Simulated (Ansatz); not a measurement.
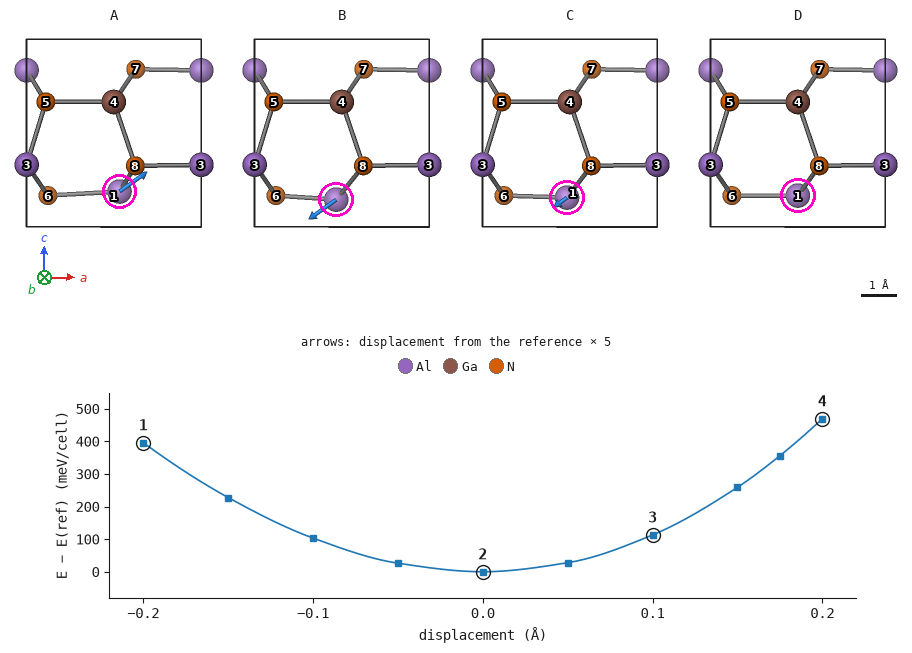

Energy scan for solid Al3GaN4 (Pm), in which an Al atom (one in each cell of 8 atoms) is moved towards the nearest copy of atom 2 (Al) at 3.092 Å, all else fixed. The frames are shuffled; the numbered points of the plot belong to them. The picture is a ball-and-stick view of the cell of the calculation, seen along the b axis. The ringed atoms are those of the scanned coordinate. Blue arrows: displacements from the reference.

The calculation used DFT r2SCAN, scalar-relativistic, plane waves, PAW in Ansatz 0.2.0. Settings: plane-wave cutoff 500 eV; k-point mesh 6 × 8 × 4; occupations gaussian; smearing width 0.05 eV; no spin polarisation. Energies (free energies at the smearing named) are counted from the relaxed crystal.

Q: Match the frames to the points.

A: Point 1 is frame A (the displacement −0.20 Å, 396 meV/cell); 2 is frame D (the displacement 0.00 Å, 0 meV/cell); 3 is frame C (the displacement 0.10 Å, 113 meV/cell); 4 is frame B (the displacement 0.20 Å, 469 meV/cell). Of the computed points the lowest is at the displacement 0.00 Å, 0 meV/cell. The end points stand at 396 meV/cell (−0.20 Å) and 469 meV/cell (0.20 Å). The curvature at zero is about 22 eV/Å². The well is lopsided: at ±0.200 Å the energy is 1.2 times higher on the positive side. At the highest point the shortest interatomic distance is 1.74 Å, against 1.88 Å in the reference. The distortion keeps the space group Pm.
